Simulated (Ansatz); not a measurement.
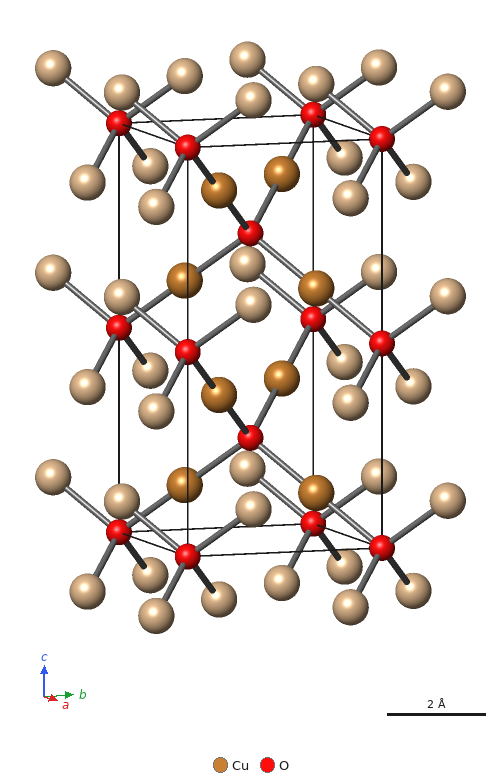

**Figure 1.** The input geometry (ball-and-stick view of the cell of the calculation, seen slightly off an axis; neighbours outside the cell are drawn fainter). An atom can appear more than once, as a periodic image. Near neighbours in the periodic cell (some may lie outside the picture): Cu has 2 O at 1.83 Å; O has 4 Cu at 1.83 Å.

## Single-point calculation of Cu2O

The run: single-point calculation of Cu2O (12 atoms in the cell). Method and program: DFT PBEsol, scalar-relativistic, plane waves, PAW, no spin polarisation (Ansatz 0.2.0).

The structure derives from an entry of the Crystallography Open Database. It belongs to a series of runs on one base structure; here: the relaxed cell repeated 2 times.

**What the program printed**
```
Engine: ansatz 0.2.0, x86_64-unknown-linux-gnu
Pseudopotentials: kind: paw
Pseudopotential: Cu, paw, valence charge 19, recommended cutoff 420 eV (normal), Cu.paw.azcp
Pseudopotential: O, paw, valence charge 6, recommended cutoff 420 eV (normal), O.paw.azcp
Functional definition: PBEsol
  exchange = pbesol_x
  correlation = pbesol_c
Crystal: 12 atoms, lattice volume = 150.554 Å³
Basis set: ecut = 420 eV, 2881 PW (Γ), exchange–correlation on 60×60×120 points (8 copies of the dense FFT grid, shifted against one another)
Bands: 106, of which v1, the nominal top of the filled ones, is band 88 counted from 1 (87 counted from 0)
Symmetry: 32 space group operations
Space group: Pn-3m (ITA 224), of the structure as read, at distance tolerance 5.3e-5 Å
k-points: 30 of 144
Non-local potential: Cu, projectors of the file, l = 0: 3, l = 1: 2, l = 2: 3, l = 3: 1
Non-local potential: O, projectors of the file, l = 0: 2, l = 1: 2, l = 2: 1
PAW form: soft (Blöchl's): semilocal exchange-correlation on the pseudo side does not see the compensation charge
PAW frozen core: Cu, regenerated for the run's functional, and the local potential with it (the file was generated under x = pbe(κ = 0.804, μ = 0.2195149727645171), c = pbe(β = 0.06672455060314922))
PAW frozen core: O, regenerated for the run's functional, and the local potential with it (the file was generated under x = pbe(κ = 0.804, μ = 0.2195149727645171), c = pbe(β = 0.06672455060314922))
PAW one-centre angular grid: Cu, 590 points (default); XC on 64 Gauss nodes
PAW one-centre angular grid: O, 110 points (default); XC on 64 Gauss nodes
Initial density: superposition of atomic densities (neutral atoms: chi_scale 0, normalization atom), corrected by the library's trained network
Initial wavefunctions: pseudopotential atomic-orbital guess
Functional: x = pbesol(κ = 0.804, μ = 0.12345679012345678), c = pbesol(β = 0.046)
SCF iter   1: F=—  HF=-54947.986690 eV  |F-HF|=—  |Δ(HF+E_count)|=         —  Δρ=2.01e-2  dr2=3.99e-1  ethr=1.77e-3  ⟨swp⟩=5.9  Hψ=11620  notcnv=0  defer=27
preconditioner: auto → Resta (q_TF=auto, 2.800 Å⁻¹)  ε∞=11.1  [insulator: Δε(μ)=0.555 eV  Ē_g=10.054 eV  σ=0.050 eV  W_gap=1.00  n_scr=54 (ndim 8)  ℏωp=32.0 eV  f_vac=0.018  D(μ)=0.00/eV (n_scr^D=0)  ε∞_Penn≈11.1]
SCF iter   2: F=—  HF=-54947.920354 eV  |F-HF|=—  |Δ(HF+E_count)|=   6.63e-2  Δρ=9.75e-3  dr2=7.40e-2  ethr=2.27e-4  ⟨swp⟩=2.4  Hψ=5566  notcnv=0  defer=337
SCF iter   3: F=—  HF=-54947.892681 eV  |F-HF|=—  |Δ(HF+E_count)|=   2.77e-2  Δρ=4.10e-3  dr2=1.70e-2  ethr=4.21e-5  ⟨swp⟩=2.0  Hψ=5274  notcnv=0  defer=337
SCF iter   4: F=—  HF=-54947.889939 eV  |F-HF|=—  |Δ(HF+E_count)|=   2.74e-3  Δρ=1.44e-3  dr2=2.69e-3  ethr=9.66e-6  ⟨swp⟩=2.1  Hψ=3362  notcnv=0  defer=337
SCF iter   5: F=—  HF=-54947.889529 eV  |F-HF|=—  |Δ(HF+E_count)|=   4.10e-4  Δρ=4.09e-4  dr2=1.45e-4  ethr=1.53e-6  ⟨swp⟩=2.0  Hψ=4018  notcnv=0  defer=337
SCF iter   6: F=—  HF=-54947.889584 eV  |F-HF|=—  |Δ(HF+E_count)|=   5.51e-5  Δρ=1.02e-4  dr2=1.43e-5  ethr=8.24e-8  ⟨swp⟩=2.0  Hψ=4403  notcnv=0  defer=337
SCF iter   7: F=—  HF=-54947.889382 eV  |F-HF|=—  |Δ(HF+E_count)|=   2.02e-4  Δρ=4.55e-5  dr2=2.46e-6  ethr=8.14e-9  ⟨swp⟩=1.9  Hψ=3534  notcnv=0  defer=337
SCF iter   8: F=-54947.889382 eV  HF=-54947.889382 eV  |F-HF|=1.74e-8  |Δ(HF+E_count)|=   1.04e-7  Δρ=6.38e-6  dr2=5.30e-8  ethr=5.68e-11  ⟨swp⟩=10.4  Hψ=22099  notcnv=0
SCF 1 converged in 8 iterations: F = -54947.889382 eV  dr2 = 5.30e-8
  greatest PAW one-centre occupation: 1.000 electrons in one spin orbital (limit 2), on the Cu atom at site 1 (counted from 0), in its partial waves of l = 0
SCF converged after 8 iterations
Free energy (F): -54947.889382 eV
Harris-Foulkes:  -54947.889382 eV  (|F-HF|=1.74e-8)
Internal energy: -54947.889382 eV  (E = F + TS)
E sigma→0 (E₀):  -54947.889382 eV
Fermi energy:    11.581415 eV
--- Per-component energies (eV) ---
  E_band       = -3615.215405
  E_kinetic    = 3090.132952
  E_local      = -39093.183110  (includes V_loc(G=0)·N_el)
  E_nonlocal   = 3366.021127
  E_hartree    = 17041.382320
  E_xc         = -989.504885
  E_vxc        = -1278.556703  (∫ρ·V_xc dr)
  E_paw        = -13645.570920  (= ΣΔE_a)
  E_vpaw       = -3782.452858  (= ΣTr[D̂ρ^β])
  E_aug_tail   = 0.011415  (compensation charges beyond the density's cutoff)
  E_ewald      = -24718.969051
  E_core_change = 1.790769  (= ΣΔE_core)
  E_smearing   = -0.000000  (= −TS)
  E_closure    = -0.000000  (closes the sum)
  Σ components = -54947.889382   (vs F -54947.889382, Δ=0.00e0)
--- Forces (eV/Å), atoms counted from 1 ---
  atom   1  Cu     0.00000000    -0.00000000     0.00000000
  atom   2  Cu     0.00000000     0.00000000    -0.00000000
  atom   3  Cu     0.00000000     0.00000000     0.00000000
  atom   4  Cu     0.00000000     0.00000000     0.00000000
  atom   5  Cu     0.00000000    -0.00000000    -0.00000000
  atom   6  Cu     0.00000000    -0.00000000     0.00000000
  atom   7  Cu     0.00000000     0.00000000     0.00000000
  atom   8  Cu     0.00000000     0.00000000     0.00000000
  atom   9  O     -0.00000000     0.00000000     0.00000000
  atom  10  O     -0.00000000     0.00000000    -0.00000000
  atom  11  O      0.00000000     0.00000000     0.00000000
  atom  12  O      0.00000000     0.00000000     0.00000000
  max |Σ_I F_I| component: 3.47e-18 eV/Å
--- Stress (GPa, compression-positive) ---
        0.015949       0.000000       0.000000
        0.000000       0.015949       0.000000
        0.000000       0.000000       0.016703
  P = ⅓ Tr σ = 0.0162 GPa (0.162 kbar)
--- Band table (eV; the first three rows and the last of 30) ---
  k-point 0: bands = ["-100.5452", "-100.5443", "-100.5443", "-100.5435", "-100.5435", "-100.5434", "-100.5434", "-100.5434", "-58.2689", "-58.2606", "-58.2606", "-58.2523", "-58.2523", "-58.2523", "-58.2523", "-58.2523", "-58.0125", "-58.0125", "-58.0081", "-58.0081", "-58.0062", "-58.0062", "-58.0037", "-58.0037", "-58.0037", "-58.0028", "-58.0028", "-58.0008", "-58.0008", "-57.9999", "-57.9998", "-57.9998", "-9.0699", "-8.6555", "-8.6555", "-8.2449", "3.7179", "3.7179", "3.7179", "4.3606", "4.3606", "4.4269", "4.4269", "5.1059", "5.1059", "6.1879", "6.2709", "6.2710", "6.2710", "7.6906", "7.6906", "8.1327", "8.1327", "8.2560", "8.2560", "8.2560", "8.6081", "8.6081", "8.8268", "8.8268", "9.0341", "9.0341", "9.1743", "9.1743", "9.1756", "9.1756", "9.2056", "9.2056", "9.3185", "9.3185", "9.3185", "9.3618", "9.3618", "9.4726", "9.4726", "9.4726", "9.5605", "9.5605", "9.6864", "9.6864", "9.6864", "10.0575", "10.0575", "10.8785", "10.8785", "11.2986", "11.2987", "11.2987", "11.8593", "12.3511", "12.3513", "13.5843", "13.5843", "15.4469", "15.4469", "18.7876", "18.7876", "18.9170", "18.9170", "19.3247", "19.3247", "19.3247", "20.6083", "20.6084", "20.6084", "20.6193"]
  k-point 1: bands = ["-100.5452", "-100.5447", "-100.5440", "-100.5435", "-100.5435", "-100.5435", "-100.5435", "-100.5435", "-58.2683", "-58.2638", "-58.2575", "-58.2530", "-58.2523", "-58.2523", "-58.2523", "-58.2523", "-58.0121", "-58.0121", "-58.0098", "-58.0087", "-58.0064", "-58.0040", "-58.0038", "-58.0036", "-58.0036", "-58.0030", "-58.0030", "-58.0006", "-58.0006", "-58.0004", "-58.0000", "-58.0000", "-9.0384", "-8.8140", "-8.4976", "-8.2758", "3.7595", "3.7786", "3.7786", "4.1080", "4.1983", "4.1983", "4.8378", "5.3261", "5.3261", "5.8037", "6.1055", "6.1055", "6.5633", "7.2582", "8.0684", "8.1612", "8.2354", "8.2578", "8.3826", "8.3826", "8.3960", "8.6596", "8.8807", "8.8843", "8.8843", "8.9982", "9.1501", "9.1973", "9.2173", "9.2732", "9.2732", "9.2829", "9.3012", "9.3445", "9.3475", "9.3475", "9.4244", "9.4246", "9.5001", "9.5001", "9.5722", "9.5722", "9.5854", "9.6701", "9.6701", "9.9195", "9.9195", "10.6453", "10.9767", "10.9767", "11.2577", "11.2577", "11.9966", "12.6193", "12.9631", "13.0546", "14.0106", "14.2775", "16.7853", "18.8612", "18.8612", "18.9755", "19.0907", "19.0907", "19.2436", "19.2436", "19.2839", "19.7445", "20.2272", "20.2272"]
  k-point 2: bands = ["-100.5450", "-100.5450", "-100.5437", "-100.5437", "-100.5435", "-100.5435", "-100.5435", "-100.5435", "-58.2665", "-58.2665", "-58.2548", "-58.2548", "-58.2523", "-58.2523", "-58.2523", "-58.2523", "-58.0112", "-58.0112", "-58.0107", "-58.0107", "-58.0050", "-58.0050", "-58.0033", "-58.0033", "-58.0033", "-58.0033", "-58.0018", "-58.0018", "-58.0003", "-58.0003", "-58.0003", "-58.0003", "-8.9485", "-8.9485", "-8.3644", "-8.3644", "3.8873", "3.8873", "3.9518", "3.9518", "3.9518", "3.9518", "5.3156", "5.3156", "5.7316", "5.7316", "5.7316", "5.7316", "6.8815", "6.8815", "8.2330", "8.2330", "8.2479", "8.2479", "8.4508", "8.4508", "8.6401", "8.6401", "8.6401", "8.6401", "9.1741", "9.1741", "9.1767", "9.1767", "9.1891", "9.1891", "9.2507", "9.2507", "9.3500", "9.3500", "9.3500", "9.3500", "9.4865", "9.4865", "9.5944", "9.5944", "9.5944", "9.5944", "9.6878", "9.6878", "9.6878", "9.6878", "9.8396", "9.8396", "11.1406", "11.1406", "11.1406", "11.1406", "12.3885", "12.3885", "13.3111", "13.3111", "13.8538", "13.8538", "18.2563", "18.2563", "18.7066", "18.7066", "19.0502", "19.0502", "19.0502", "19.0502", "19.5720", "19.5720", "19.5720", "19.5720"]
  k-point 29: bands = ["-100.5441", "-100.5441", "-100.5439", "-100.5439", "-100.5439", "-100.5439", "-100.5439", "-100.5439", "-58.2670", "-58.2670", "-58.2547", "-58.2547", "-58.2522", "-58.2522", "-58.2522", "-58.2522", "-58.0105", "-58.0105", "-58.0105", "-58.0105", "-58.0100", "-58.0100", "-58.0020", "-58.0020", "-58.0013", "-58.0013", "-58.0013", "-58.0013", "-58.0003", "-58.0003", "-58.0001", "-58.0001", "-8.8061", "-8.8061", "-8.4258", "-8.4258", "3.7047", "3.7047", "3.7047", "3.7047", "4.1630", "4.1630", "5.2160", "5.2160", "5.4123", "5.4123", "5.4123", "5.4123", "7.9998", "7.9998", "7.9998", "7.9998", "7.9998", "7.9998", "8.7131", "8.7131", "8.7644", "8.7644", "8.9070", "8.9070", "8.9070", "8.9070", "8.9979", "8.9979", "9.1639", "9.1639", "9.1639", "9.1639", "9.2582", "9.2582", "9.3782", "9.3782", "9.4953", "9.4953", "9.5313", "9.5313", "9.6011", "9.6011", "9.6011", "9.6011", "10.3023", "10.3023", "10.3023", "10.3023", "10.3989", "10.3989", "10.6774", "10.6774", "12.9820", "12.9820", "14.5350", "14.5350", "14.5350", "14.5350", "14.7820", "14.7820", "16.5412", "16.5412", "16.5412", "16.5412", "20.0273", "20.0273", "20.5525", "20.5525", "22.9784", "22.9784"]
```

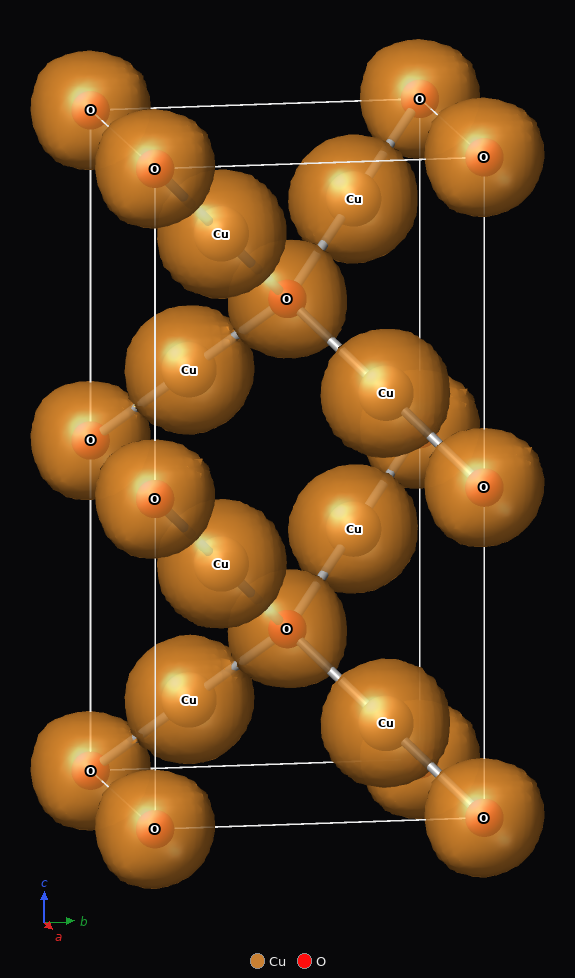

**Figure 2.** Isosurface of the valence pseudo-density at 1 e/Å³ (orange), seen slightly off an axis. Sticks mark near contacts. The outline is the calculation cell. At this value the density breaks into separate islands; it holds about 85 % of the electrons treated as valence (semicore included). It is pinched off along the Cu–O (1.83 Å) contacts. On the grid the lowest density along these lines, outside the cores, is 0.87 e/Å³ (Cu–O, 1.83 Å). Core electrons are frozen (PAW), so the fields are smoothed inside the atomic spheres.

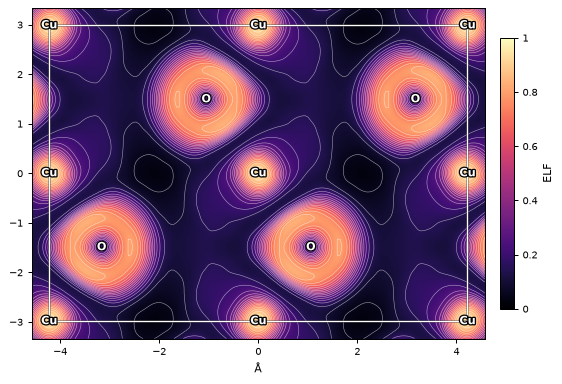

**Figure 3.** ELF on the (11̄0) plane of the calculation cell. Cu–O (1.83 Å): the ELF is about 0.25 at the midpoint. The strong features right at Cu lie inside the PAW spheres (semicore, d or f shells) and say nothing about bonding.

The run was set up as follows.

**Input file**
```yaml
crystal:
  lattice:
    - [4.2223527908, 0.0, 0.0]
    - [0.0, 4.2223527908, 0.0]
    - [0.0, 0.0, 8.4447055817]
  atoms:
    - { symbol: Cu, position: [0.25, 0.25, 0.125] }
    - { symbol: Cu, position: [0.25, 0.25, 0.625] }
    - { symbol: Cu, position: [0.25, 0.75, 0.375] }
    - { symbol: Cu, position: [0.25, 0.75, 0.875] }
    - { symbol: Cu, position: [0.75, 0.75, 0.125] }
    - { symbol: Cu, position: [0.75, 0.75, 0.625] }
    - { symbol: Cu, position: [0.75, 0.25, 0.375] }
    - { symbol: Cu, position: [0.75, 0.25, 0.875] }
    - { symbol: O, position: [0.0, 0.0, 0.0] }
    - { symbol: O, position: [0.0, 0.0, 0.5] }
    - { symbol: O, position: [0.5, 0.5, 0.25] }
    - { symbol: O, position: [0.5, 0.5, 0.75] }
basis:
  ecutwfc: 420
kpoints:
  mp_grid: { grid: [6, 6, 4] }
hamiltonian:
  xc: pbesol
scf:
  occupations: { method: gaussian, width: 0.05 }
output:
  forces: true
  stress: true
  eigenvalues: true
  write_density: true
  write_potential: true
  elf: true
  volumetric_format: npy
```

Launched with:
```bash
ansatz run input.yaml --threads 2 --pin off --max-ram 5120MiB --backend cpu --events-out ev --progress --plain --runs-dir out
```

**Key numbers**

```csv
quantity,value
outcome,converged
space group (tolerance 0.01 Å),Pn-3m (224)
electrons treated,176
free energy,−54947.8894 eV
Fermi energy,11.581 eV
gap on the k-point mesh,0.56 eV
pressure,0.02 GPa
largest force (length of the vector),under 0.001 eV/Å
hardware,"2 threads of Intel Xeon (Sapphire Rapids), 32 GiB of memory available, shared host"
wall time,11 s (CPU time 23 s)
peak memory,0.73 GiB
```
